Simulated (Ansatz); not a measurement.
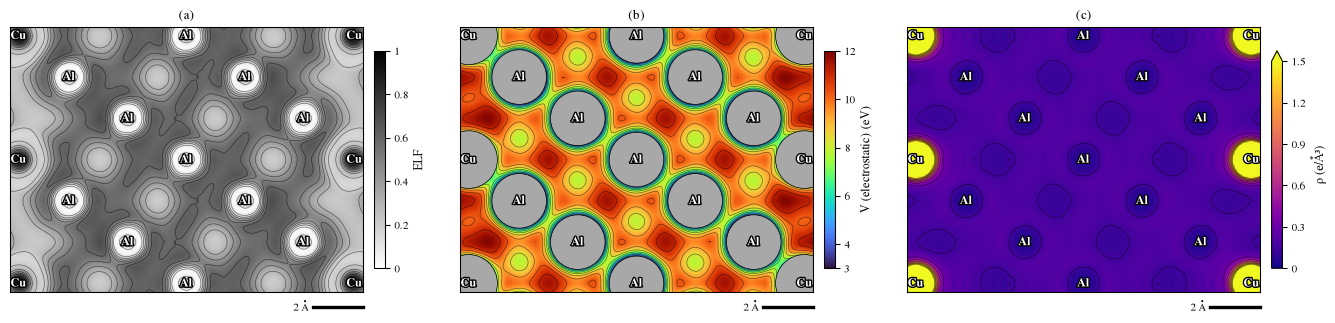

*Al5Cu. (a) ELF; (b) electrostatic potential energy of an electron; (c) valence pseudo-density on the (110) plane of the conventional cell. Grey discs cover the atomic cores in the potential map.*

Space group P-3m1; a structure generated by program, which may or may not match a known phase; computed without spin polarisation.

All numbers below come from Ansatz 0.2.0, DFT PBE, scalar-relativistic, plane waves, PAW.

In a PAW calculation such maps are meaningful between the atoms, not at the nuclei.

Question: Read the bonding off the picture.

Answer:
- The section cuts through Al and Cu sites.
- Al–Cu (2.60 Å): the density is about 0.26 e/Å³ at the midpoint; the ELF peaks at about 0.60 between the atoms.
- Al–Al (2.86 Å): ρ at the midpoint is about 0.2 e/Å³; the ELF peaks at about 0.65 between the atoms.
- Between the atoms the lowest density in this plane is 0.1 e/Å³.
- The features right at Cu lie inside the PAW spheres, where the map follows smoothed inner orbitals and isn't to be read closely.
- Outside the cores the potential energy rises away from the atoms and is highest about 1.8 Å from the nearest atoms; its zero is arbitrary.

Question: Does the calculation give a band gap?

Answer: It is gapless in this calculation (a metal or semimetal).
